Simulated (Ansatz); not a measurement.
Given this structure, the geometry relaxed with DFT PBEsol, scalar-relativistic, plane waves, PAW (Ansatz); the starting structure was generated, so it need not be a known form of this composition, written in its standard cell:

```xyz
4
Lattice="3.1827 0.0000 0.0000 -1.5913 2.7563 0.0000 0.0000 0.0000 5.1858" Properties=species:S:1:pos:R:3 pbc="T T T"
Ga    0.0000    1.8375    5.1816
N     0.0000    1.8375    1.9489
Ga    1.5913    0.9188    2.5887
N     1.5913    0.9188    4.5418
```

### Predict the [001] zone-axis pattern (100 kV, kinematic, B = 0.5 Å²).

The spots form a hexagonal net with both shortest vectors at d = 2.76 Å, 60.0° apart. They are 1 -1 0 and 1 0 0. The pattern has symmetry 6mm. No reflection of this zone is absent.

Strongest reflections with d > 0.85 Å, one of each family (|F|² from tabulated Gaussian fits of the electron scattering factors, times a small damping for the curvature of the Ewald sphere):

```csv
hkl,d (Å),I (strongest = 100)
2 -1 0,1.591,100
1 0 0,2.756,71
3 0 0,0.919,22
2 0 0,1.378,18
3 -1 0,1.042,8
```

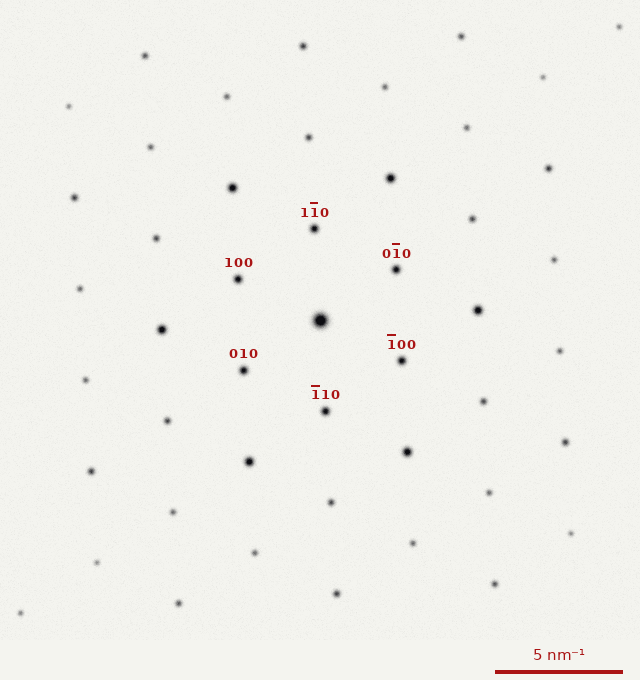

Calculated pattern, seen from the source side with [001] pointing towards the source.
